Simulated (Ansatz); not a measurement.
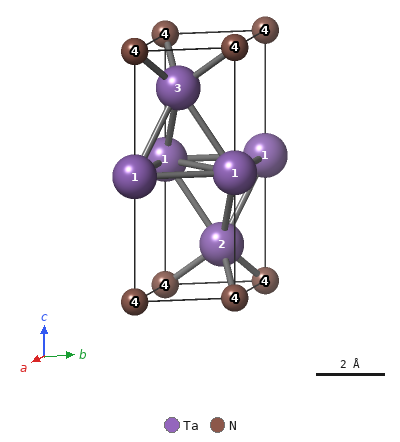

**Figure 1.** The input geometry (ball-and-stick view of the cell of the calculation, seen slightly off an axis; atoms are numbered from 1 in the order of the input). An atom can appear more than once, as a periodic image.

## Geometry relaxation, with input and output: Ta3N (part 1 of 2)

Ta3N (4 atoms in the cell), computed with DFT PBE, scalar-relativistic, plane waves, PAW, no spin polarisation (Ansatz 0.2.0).

The structure derives from a Materials Project entry. Figures and captions count atoms from 1; the log counts them from 0 in places.

**Log**
```
Engine: ansatz 0.2.0, x86_64-unknown-linux-gnu
Pseudopotentials: kind: paw
Pseudopotential: Ta, paw, valence charge 13, recommended cutoff 420 eV (normal), Ta.paw.azcp
Pseudopotential: N, paw, valence charge 5, recommended cutoff 420 eV (normal), N.paw.azcp
Functional definition: PBE
  parameter kappa = 0.804
  parameter beta = 0.06672455060314922
  exchange = pbe_x(kappa = kappa, mu = beta*pi^2/3)
  correlation = pbe_c(beta = beta)
Crystal: 4 atoms, lattice volume = 59.911 Å³
Basis set: ecut = 420 eV, 1189 PW (Γ), exchange–correlation on 48×48×108 points (8 copies of the dense FFT grid, shifted against one another)
Bands: 27, of which v1, the nominal top of the filled ones, is band 22 counted from 1 (21 counted from 0)
Symmetry: 12 space group operations
Space group: P-3m1 (ITA 164), of the structure as read, at distance tolerance 3.9e-5 Å
k-points: 202 of 1944
Non-local potential: Ta, projectors of the file, l = 0: 3, l = 1: 2, l = 2: 2, l = 3: 1
Non-local potential: N, projectors of the file, l = 0: 2, l = 1: 2, l = 2: 1
PAW form: soft (Blöchl's): semilocal exchange-correlation on the pseudo side does not see the compensation charge
PAW one-centre angular grid: Ta, 590 points (default); XC on 64 Gauss nodes
PAW one-centre angular grid: N, 110 points (default); XC on 64 Gauss nodes
Initial density: superposition of atomic densities (neutral atoms: chi_scale 0, normalization atom), corrected by the library's trained network
Initial wavefunctions: pseudopotential atomic-orbital guess
Functional: x = pbe(κ = 0.804, μ = 0.2195149727645171), c = pbe(β = 0.06672455060314922)
SCF iter   1: F=—  HF=-30182.598558 eV  |F-HF|=—  |Δ(HF+E_count)|=         —  Δρ=8.91e-3  dr2=1.24e-1  ethr=1.77e-3  ⟨swp⟩=4.9  Hψ=22627  notcnv=0
preconditioner: auto → Kerker (q_TF=auto, 2.591 Å⁻¹)  [metal: Δε(μ)=0.006 eV  Ē_g=6.878 eV  σ=0.100 eV  W_gap=0.03  n_scr=24 (ndim 8)  ℏωp=21.5 eV  f_vac=0.000  D(μ)=3.23/eV (n_scr^D=36)]
SCF iter   2: F=—  HF=-30182.588062 eV  |F-HF|=—  |Δ(HF+E_count)|=   1.05e-2  Δρ=4.42e-3  dr2=9.11e-3  ethr=2.81e-4  ⟨swp⟩=1.0  Hψ=7070  notcnv=0
SCF iter   3: F=—  HF=-30182.586789 eV  |F-HF|=—  |Δ(HF+E_count)|=   1.27e-3  Δρ=2.13e-3  dr2=2.43e-3  ethr=2.07e-5  ⟨swp⟩=1.0  Hψ=5418  notcnv=0
SCF iter   4: F=—  HF=-30182.586271 eV  |F-HF|=—  |Δ(HF+E_count)|=   5.18e-4  Δρ=2.98e-4  dr2=6.67e-5  ethr=5.53e-6  ⟨swp⟩=2.2  Hψ=6454  notcnv=0
SCF iter   5: F=—  HF=-30182.586264 eV  |F-HF|=—  |Δ(HF+E_count)|=   6.29e-6  Δρ=7.97e-5  dr2=3.67e-6  ethr=1.52e-7  ⟨swp⟩=2.0  Hψ=7130  notcnv=0
SCF iter   6: F=—  HF=-30182.586264 eV  |F-HF|=—  |Δ(HF+E_count)|=   6.57e-7  Δρ=1.35e-5  dr2=1.19e-7  ethr=8.34e-9  ⟨swp⟩=2.0  Hψ=7364  notcnv=0
SCF iter   7: F=-30182.586264 eV  HF=-30182.586264 eV  |F-HF|=1.68e-9  |Δ(HF+E_count)|=   4.49e-9  Δρ=2.63e-6  dr2=4.14e-9  ethr=2.27e-10  ⟨swp⟩=5.3  Hψ=19146  notcnv=0
SCF 1 converged in 7 iterations: F = -30182.586264 eV  dr2 = 4.14e-9
  greatest PAW one-centre occupation: 0.999 electrons in one spin orbital (limit 2), on the Ta atom at site 2 (counted from 0), in its partial waves of l = 0
relax step   1: F+E_penalty+E_count = -30182.58626366 eV  Δ(F+E_penalty+E_count) = +0.000e0 eV  max|allowed force component| = 1.143e-1 eV/Å  Δτ_max = 0.0000 Å  P = -0.677 GPa  Ω = 59.911 Å³  (7 SCF iters, dr2 threshold 1.00e-7 eV, accepted)
Crystal: 4 atoms, lattice volume = 59.754 Å³
Basis set: ecut = 420 eV, 1165 PW (Γ), exchange–correlation on 48×48×108 points (8 copies of the dense FFT grid, shifted against one another)
Initial density: handed on by an earlier stage of this run
Initial wavefunctions: those handed on with the density
iter 1 solved again at ethr=1.31e-5 eV; its pass at ethr=3.10e-3 eV (dr2=5.75e-3 eV) is discarded
SCF iter   1: F=—  HF=-30182.587806 eV  |F-HF|=—  |Δ(HF+E_count)|=         —  Δρ=2.01e-3  dr2=5.86e-3  ethr=1.31e-5  ⟨swp⟩=1.8  Hψ=29826  notcnv=0
preconditioner: auto → Kerker (q_TF=auto, 2.593 Å⁻¹)  [metal: Δε(μ)=0.004 eV  Ē_g=6.889 eV  σ=0.100 eV  W_gap=0.02  n_scr=24 (ndim 8)  ℏωp=21.5 eV  f_vac=0.000  D(μ)=3.53/eV (n_scr^D=36)]
SCF iter   2: F=—  HF=-30182.587346 eV  |F-HF|=—  |Δ(HF+E_count)|=   4.60e-4  Δρ=1.12e-3  dr2=1.79e-3  ethr=1.31e-5  ⟨swp⟩=1.0  Hψ=5454  notcnv=0
SCF iter   3: F=—  HF=-30182.587124 eV  |F-HF|=—  |Δ(HF+E_count)|=   2.22e-4  Δρ=1.65e-4  dr2=1.79e-5  ethr=4.07e-6  ⟨swp⟩=1.5  Hψ=5597  notcnv=0
SCF iter   4: F=—  HF=-30182.587135 eV  |F-HF|=—  |Δ(HF+E_count)|=   1.13e-5  Δρ=5.06e-5  dr2=9.71e-7  ethr=4.06e-8  ⟨swp⟩=2.0  Hψ=7193  notcnv=0
iter 5 did not close the SCF: its close was put off for the readings that it lacked (scf_convergence_deferred on its scf_iter line)
SCF iter   5: F=-30182.587135 eV  HF=-30182.587135 eV  |F-HF|=1.88e-9  |Δ(HF+E_count)|=   1.47e-8  Δρ=6.57e-6  dr2=1.61e-8  ethr=2.21e-9  ⟨swp⟩=2.6  Hψ=8010  notcnv=0
SCF iter   6: F=-30182.587135 eV  HF=-30182.587135 eV  |F-HF|=7.57e-10  |Δ(HF+E_count)|=   2.55e-9  Δρ=9.80e-7  dr2=1.16e-9  ethr=3.65e-11  ⟨swp⟩=2.4  Hψ=17444  notcnv=0
SCF 2 converged in 6 iterations: F = -30182.587135 eV  dr2 = 1.16e-9
relax step   2: F+E_penalty+E_count = -30182.58713540 eV  Δ(F+E_penalty+E_count) = -8.717e-4 eV  max|allowed force component| = 1.152e-1 eV/Å  Δτ_max = 0.0078 Å  P = +0.229 GPa  Ω = 59.754 Å³  energy of the carried Pulay correction = +2.075e-4 eV  (6 SCF iters, dr2 threshold 4.00e-7 eV, accepted)
Crystal: 4 atoms, lattice volume = 59.722 Å³
iter 1 solved again at ethr=9.60e-6 eV; its pass at ethr=3.10e-3 eV (dr2=4.23e-3 eV) is discarded
SCF iter   1: F=—  HF=-30182.588377 eV  |F-HF|=—  |Δ(HF+E_count)|=         —  Δρ=1.16e-3  dr2=4.23e-3  ethr=9.60e-6  ⟨swp⟩=2.2  Hψ=29394  notcnv=0
preconditioner: auto → Kerker (q_TF=auto, 2.593 Å⁻¹)  [metal: Δε(μ)=0.006 eV  Ē_g=6.872 eV  σ=0.100 eV  W_gap=0.03  n_scr=24 (ndim 8)  ℏωp=21.5 eV  f_vac=0.000  D(μ)=3.49/eV (n_scr^D=36)]
SCF iter   2: F=—  HF=-30182.588158 eV  |F-HF|=—  |Δ(HF+E_count)|=   2.19e-4  Δρ=6.21e-4  dr2=1.28e-3  ethr=9.60e-6  ⟨swp⟩=1.0  Hψ=5454  notcnv=0
SCF iter   3: F=—  HF=-30182.588049 eV  |F-HF|=—  |Δ(HF+E_count)|=   1.09e-4  Δρ=1.08e-4  dr2=2.12e-5  ethr=2.91e-6  ⟨swp⟩=1.2  Hψ=5505  notcnv=0
SCF iter   4: F=—  HF=-30182.588056 eV  |F-HF|=—  |Δ(HF+E_count)|=   7.35e-6  Δρ=4.19e-5  dr2=2.21e-6  ethr=4.82e-8  ⟨swp⟩=2.0  Hψ=6891  notcnv=0
iter 5 did not close the SCF: its close was put off for the readings that it lacked (scf_convergence_deferred on its scf_iter line)
SCF iter   5: F=-30182.588056 eV  HF=-30182.588056 eV  |F-HF|=1.06e-7  |Δ(HF+E_count)|=   4.42e-7  Δρ=1.23e-5  dr2=1.50e-7  ethr=5.01e-9  ⟨swp⟩=2.0  Hψ=7414  notcnv=0
SCF iter   6: F=-30182.588056 eV  HF=-30182.588056 eV  |F-HF|=1.26e-8  |Δ(HF+E_count)|=   2.45e-8  Δρ=2.17e-6  dr2=1.41e-8  ethr=3.41e-10  ⟨swp⟩=3.0  Hψ=18223  notcnv=0
SCF 3 converged in 6 iterations: F = -30182.588056 eV  dr2 = 1.41e-8
relax step   3: F+E_penalty+E_count = -30182.58805589 eV  Δ(F+E_penalty+E_count) = -9.205e-4 eV  max|allowed force component| = 1.573e-4 eV/Å  Δτ_max = 0.0051 Å  P = +0.189 GPa  Ω = 59.722 Å³  energy of the carried Pulay correction = +2.500e-4 eV  (6 SCF iters, dr2 threshold 4.00e-7 eV, accepted)
Crystal: 4 atoms, lattice volume = 59.738 Å³
iter 1 solved again at ethr=7.65e-8 eV; its pass at ethr=3.10e-3 eV (dr2=3.36e-5 eV) is discarded
SCF iter   1: F=—  HF=-30182.588052 eV  |F-HF|=—  |Δ(HF+E_count)|=         —  Δρ=1.60e-4  dr2=3.64e-5  ethr=7.65e-8  ⟨swp⟩=2.1  Hψ=29235  notcnv=0
preconditioner: auto → Kerker (q_TF=auto, 2.593 Å⁻¹)  [metal: Δε(μ)=0.005 eV  Ē_g=6.871 eV  σ=0.100 eV  W_gap=0.03  n_scr=24 (ndim 8)  ℏωp=21.5 eV  f_vac=0.000  D(μ)=3.49/eV (n_scr^D=36)]
SCF iter   2: F=—  HF=-30182.588060 eV  |F-HF|=—  |Δ(HF+E_count)|=   7.58e-6  Δρ=9.05e-5  dr2=1.34e-5  ethr=7.65e-8  ⟨swp⟩=1.0  Hψ=5454  notcnv=0
SCF iter   3: F=—  HF=-30182.588058 eV  |F-HF|=—  |Δ(HF+E_count)|=   2.27e-6  Δρ=1.74e-5  dr2=5.87e-7  ethr=3.04e-8  ⟨swp⟩=2.0  Hψ=6216  notcnv=0
iter 4 did not close the SCF: its close was put off for the readings that it lacked (scf_convergence_deferred on its scf_iter line)
SCF iter   4: F=-30182.588057 eV  HF=-30182.588057 eV  |F-HF|=3.42e-8  |Δ(HF+E_count)|=   1.33e-7  Δρ=7.12e-6  dr2=4.99e-8  ethr=1.33e-9  ⟨swp⟩=2.0  Hψ=7153  notcnv=0
iter 5 did not close the SCF: its close was put off for the readings that it lacked (scf_convergence_deferred on its scf_iter line)
SCF iter   5: F=-30182.588057 eV  HF=-30182.588057 eV  |F-HF|=1.98e-9  |Δ(HF+E_count)|=   1.06e-8  Δρ=1.87e-6  dr2=2.91e-9  ethr=1.13e-10  ⟨swp⟩=2.0  Hψ=7502  notcnv=0
SCF iter   6: F=-30182.588057 eV  HF=-30182.588057 eV  |F-HF|=7.28e-11  |Δ(HF+E_count)|=  5.17e-10  Δρ=2.72e-7  dr2=1.01e-10  ethr=6.62e-12  ⟨swp⟩=1.5  Hψ=15788  notcnv=0
SCF 4 converged in 6 iterations: F = -30182.588057 eV  dr2 = 1.01e-10
relax step   4: F+E_penalty+E_count = -30182.58805742 eV  Δ(F+E_penalty+E_count) = -1.532e-6 eV  max|allowed force component| = 9.219e-3 eV/Å  Δτ_max = 0.0008 Å  P = +0.089 GPa  Ω = 59.738 Å³  energy of the carried Pulay correction = +2.281e-4 eV  (6 SCF iters, dr2 threshold 1.66e-7 eV, accepted)
Crystal: 4 atoms, lattice volume = 59.777 Å³
iter 1 solved again at ethr=6.11e-7 eV; its pass at ethr=3.10e-3 eV (dr2=2.69e-4 eV) is discarded
SCF iter   1: F=—  HF=-30182.588027 eV  |F-HF|=—  |Δ(HF+E_count)|=         —  Δρ=2.30e-4  dr2=2.69e-4  ethr=6.11e-7  ⟨swp⟩=1.0  Hψ=24939  notcnv=0
preconditioner: auto → Kerker (q_TF=auto, 2.592 Å⁻¹)  [metal: Δε(μ)=0.002 eV  Ē_g=6.871 eV  σ=0.100 eV  W_gap=0.01  n_scr=24 (ndim 8)  ℏωp=21.5 eV  f_vac=0.000  D(μ)=3.49/eV (n_scr^D=36)]
SCF iter   2: F=—  HF=-30182.588018 eV  |F-HF|=—  |Δ(HF+E_count)|=   9.01e-6  Δρ=1.27e-4  dr2=8.98e-5  ethr=6.11e-7  ⟨swp⟩=1.0  Hψ=5454  notcnv=0
SCF iter   3: F=—  HF=-30182.588021 eV  |F-HF|=—  |Δ(HF+E_count)|=   3.31e-6  Δρ=2.44e-5  dr2=1.08e-6  ethr=2.04e-7  ⟨swp⟩=1.4  Hψ=5569  notcnv=0
SCF iter   4: F=—  HF=-30182.588018 eV  |F-HF|=—  |Δ(HF+E_count)|=   2.68e-6  Δρ=5.79e-6  dr2=2.06e-8  ethr=2.46e-9  ⟨swp⟩=2.0  Hψ=7169  notcnv=0
iter 5 did not close the SCF: its close was put off for the readings that it lacked (scf_convergence_deferred on its scf_iter line)
SCF iter   5: F=-30182.588018 eV  HF=-30182.588018 eV  |F-HF|=6.08e-10  |Δ(HF+E_count)|=   3.96e-9  Δρ=1.34e-6  dr2=1.17e-9  ethr=4.69e-11  ⟨swp⟩=2.0  Hψ=8255  notcnv=0
SCF iter   6: F=-30182.588018 eV  HF=-30182.588018 eV  |F-HF|=1.46e-11  |Δ(HF+E_count)|=  1.60e-10  Δρ=3.40e-7  dr2=5.81e-11  ethr=2.65e-12  ⟨swp⟩=2.1  Hψ=16406  notcnv=0
SCF 5 converged in 6 iterations: F = -30182.588018 eV  dr2 = 5.81e-11
relax step   5: F+E_penalty+E_count = -30182.58801832 eV  Δ(F+E_penalty+E_count) = +3.910e-5 eV  max|allowed force component| = 8.299e-4 eV/Å  Δτ_max = 0.0009 Å  P = -0.041 GPa  Ω = 59.777 Å³  energy of the carried Pulay correction = +1.770e-4 eV  (6 SCF iters, dr2 threshold 3.38e-8 eV, accepted)
Initial wavefunctions: pseudopotential atomic-orbital guess (no wavefunctions were taken with the density)
iter 1 solved again at ethr=7.61e-8 eV; its pass at ethr=3.10e-3 eV (dr2=3.35e-5 eV) is discarded
SCF iter   1: F=—  HF=-30182.587827 eV  |F-HF|=—  |Δ(HF+E_count)|=         —  Δρ=1.34e-4  dr2=2.45e-7  ethr=7.61e-8  ⟨swp⟩=3.1  Hψ=36589  notcnv=0
preconditioner: auto → Kerker (q_TF=auto, 2.592 Å⁻¹)  [metal: Δε(μ)=0.002 eV  Ē_g=6.870 eV  σ=0.100 eV  W_gap=0.01  n_scr=24 (ndim 8)  ℏωp=21.5 eV  f_vac=0.000  D(μ)=3.49/eV (n_scr^D=36)]
SCF iter   2: F=—  HF=-30182.587854 eV  |F-HF|=—  |Δ(HF+E_count)|=   2.70e-5  Δρ=6.79e-5  dr2=6.35e-8  ethr=5.58e-10  ⟨swp⟩=2.0  Hψ=8283  notcnv=0
SCF iter   3: F=—  HF=-30182.587859 eV  |F-HF|=—  |Δ(HF+E_count)|=   5.11e-6  Δρ=7.67e-7  dr2=9.49e-11  ethr=1.44e-10  ⟨swp⟩=1.2  Hψ=5763  notcnv=0
iter 4 did not close the SCF: its close was put off for the readings that it lacked (scf_convergence_deferred on its scf_iter line)
SCF iter   4: F=-30182.587859 eV  HF=-30182.587859 eV  |F-HF|=1.46e-11  |Δ(HF+E_count)|=  2.98e-10  Δρ=2.45e-7  dr2=1.80e-11  ethr=1.00e-12  ⟨swp⟩=2.0  Hψ=7135  notcnv=0
iter 5 did not close the SCF: its close was put off for the readings that it lacked (scf_convergence_deferred on its scf_iter line)
SCF iter   5: F=-30182.587859 eV  HF=-30182.587859 eV  |F-HF|=1.82e-11  |Δ(HF+E_count)|=  3.27e-11  Δρ=3.16e-8  dr2=1.35e-12  ethr=1.00e-12  ⟨swp⟩=1.0  Hψ=5454  notcnv=0
iter 6 did not close the SCF: its close was put off for the readings that it lacked (scf_convergence_deferred on its scf_iter line)
SCF iter   6: F=-30182.587859 eV  HF=-30182.587859 eV  |F-HF|=3.64e-12  |Δ(HF+E_count)|=  1.82e-11  Δρ=1.37e-8  dr2=2.11e-13  ethr=1.00e-12  ⟨swp⟩=1.0  Hψ=5454  notcnv=0
iter 7 did not close the SCF: its close was put off for the readings that it lacked (scf_convergence_deferred on its scf_iter line)
SCF iter   7: F=-30182.587859 eV  HF=-30182.587859 eV  |F-HF|=3.64e-12  |Δ(HF+E_count)|=  3.64e-12  Δρ=2.96e-9  dr2=4.59e-15  ethr=1.00e-12  ⟨swp⟩=1.0  Hψ=5454  notcnv=0
SCF iter   8: F=-30182.587859 eV  HF=-30182.587859 eV  |F-HF|=7.28e-12  |Δ(HF+E_count)|=  1.09e-11  Δρ=8.17e-10  dr2=5.28e-16  ethr=1.00e-12  ⟨swp⟩=1.3  Hψ=11908  notcnv=0
SCF 6 converged in 8 iterations: F = -30182.587859 eV  dr2 = 5.28e-16
relax step   6: F+E_penalty+E_count = -30182.58785925 eV  Δ(F+E_penalty+E_count) = +1.591e-4 eV  max|allowed force component| = 8.285e-4 eV/Å  Δτ_max = 0.0000 Å  P = -0.045 GPa  Ω = 59.777 Å³  stress off target by 5.61e-2 GPa  SCF on the basis re-selected at this cell (its energy is not comparable with the rows above)  (8 SCF iters)
basis re-selected at this cell: Δ(F+E_penalty+E_count) = +1.591e-4 eV, ΔP = -0.004 GPa vs the last step (what re-selecting the basis moved, of the pressure what is left beyond the Pulay correction that the steps carried, after the strain that the cell walked since its last selection, with what the two solves' SCF thresholds leave and, on support functions, any second-order correction that the steps lacked; it is no measure of the basis error at this ecutwfc). This SCF's stress stands 5.61e-2 GPa from its target on what of the cell is left free (relax.cell.stress_tol is 5.00e-2 GPa) and its largest allowed force component is 8.28e-4 eV/Å (relax.f_tol is 5.00e-3 eV/Å): not within both, so this SCF does not close the relaxation
Crystal: 4 atoms, lattice volume = 59.764 Å³
iter 1 solved again at ethr=6.36e-8 eV; its pass at ethr=3.10e-3 eV (dr2=2.80e-5 eV) is discarded
SCF iter   1: F=—  HF=-30182.587872 eV  |F-HF|=—  |Δ(HF+E_count)|=         —  Δρ=9.04e-5  dr2=2.87e-5  ethr=6.36e-8  ⟨swp⟩=2.0  Hψ=29232  notcnv=0
preconditioner: auto → Kerker (q_TF=auto, 2.593 Å⁻¹)  [metal: Δε(μ)=0.003 eV  Ē_g=6.870 eV  σ=0.100 eV  W_gap=0.02  n_scr=24 (ndim 8)  ℏωp=21.5 eV  f_vac=0.000  D(μ)=3.49/eV (n_scr^D=36)]
SCF iter   2: F=—  HF=-30182.587885 eV  |F-HF|=—  |Δ(HF+E_count)|=   1.26e-5  Δρ=5.12e-5  dr2=9.60e-6  ethr=6.36e-8  ⟨swp⟩=1.0  Hψ=5454  notcnv=0
SCF iter   3: F=—  HF=-30182.587880 eV  |F-HF|=—  |Δ(HF+E_count)|=   5.00e-6  Δρ=9.60e-6  dr2=1.84e-7  ethr=2.18e-8  ⟨swp⟩=1.4  Hψ=5583  notcnv=0
SCF iter   4: F=—  HF=-30182.587881 eV  |F-HF|=—  |Δ(HF+E_count)|=   1.10e-6  Δρ=2.29e-6  dr2=5.75e-9  ethr=4.19e-10  ⟨swp⟩=2.0  Hψ=6920  notcnv=0
iter 5 did not close the SCF: its close was put off for the readings that it lacked (scf_convergence_deferred on its scf_iter line)
SCF iter   5: F=-30182.587881 eV  HF=-30182.587881 eV  |F-HF|=2.98e-10  |Δ(HF+E_count)|=   1.26e-9  Δρ=8.07e-7  dr2=4.04e-10  ethr=1.31e-11  ⟨swp⟩=2.0  Hψ=7498  notcnv=0
SCF iter   6: F=-30182.587881 eV  HF=-30182.587881 eV  |F-HF|=1.46e-11  |Δ(HF+E_count)|=  8.37e-11  Δρ=1.79e-7  dr2=1.62e-11  ethr=1.00e-12  ⟨swp⟩=2.0  Hψ=16157  notcnv=0
SCF 7 converged in 6 iterations: F = -30182.587881 eV  dr2 = 1.62e-11
```
